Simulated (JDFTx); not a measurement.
CdTe

The calculation's input:

```
lattice Face-Centered Cubic 12.1131444589
coords-type Lattice
ion Te     0.7500000000     0.7500000000     0.7500000000 1
ion Cd     0.0000000000     0.0000000000     0.0000000000 1

ion-species pseudo/Te.upf
ion-species pseudo/Cd.upf
elec-cutoff 40 320
elec-ex-corr mgga-x-r2scan mgga-c-r2scan
kpoint-folding 3 3 3
elec-smearing Fermi 0.0018374661
elec-n-bands 25
electronic-SCF nIterations 100 energyDiffThreshold 1e-09
electronic-minimize nIterations 30 energyDiffThreshold 1e-7
converge-empty-states yes
forces-output-coords Cartesian

dump-name run.$VAR
dump End Ecomponents EigStats BandEigs Kpoints Forces Stress ElecDensity KEdensity
```

Run with:

```sh
jdftx -c 1 -i CdTe.in -o CdTe.out
```

Below, planes, directions and counts refer to the conventional cell (a = 6.41 Å, b = 6.41 Å, c = 6.41 Å, α = 90.00°, β = 90.00°, γ = 90.00°).

Space group F-43m; computed pressure about 4 GPa in this cell.

Computed with JDFTx, Kohn-Sham DFT of a periodic cell, r2SCAN, SG15-PBE-1.2.

The density is the valence pseudo-density of a pseudopotential calculation; it isn't the true density close to the nuclei.

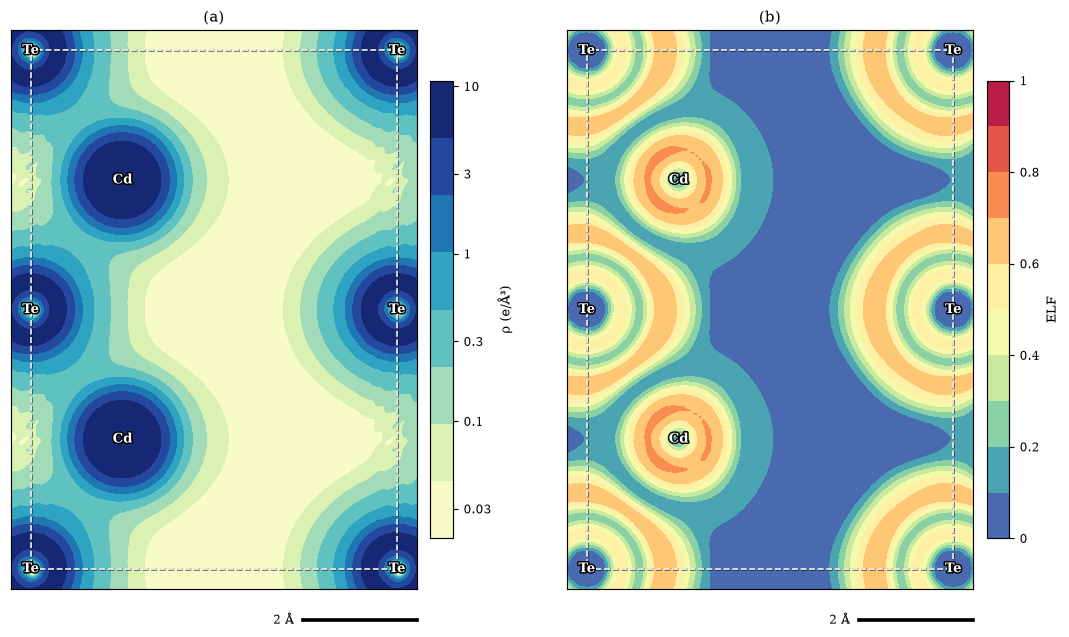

Figure 1. (a) valence pseudo-density; (b) electron localisation function on the (110) plane of the conventional cell.

> What does the map show?

- The plane passes through Te and Cd nuclei.
- Cd–Te (2.78 Å): ρ at the midpoint is about 0.37 e/Å³; the ELF peaks at about 0.65 in the valence shell of Te, 1.2 Å from its nucleus, and drops to about 0.15 between the two atoms.
- Between the atoms the lowest density in this plane is 0.007 e/Å³.
- The features right at Cd lie inside the core regions, where the map follows smoothed inner orbitals and isn't to be read closely.

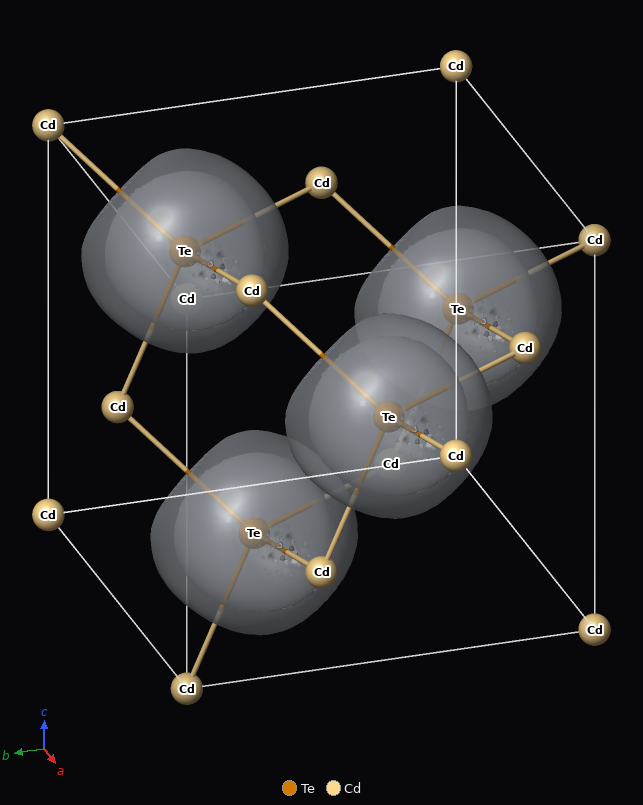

Figure 2. Isosurface of the electron localisation function at 0.6 (grey), seen at an oblique angle. Core shells and regions of very low density are left out. Sticks mark near contacts.

> Describe the localisation domains.

At this value the surface marks out four regions wrapped around Te (the valence shell of each), counted in one cell of 8 atoms. Any copies at cell faces, edges or corners count once.

> Metal or insulator at this level of theory?

It is gapped, with a Kohn–Sham gap of 1.1 eV on the k-point mesh, an upper bound to the gap of this method.
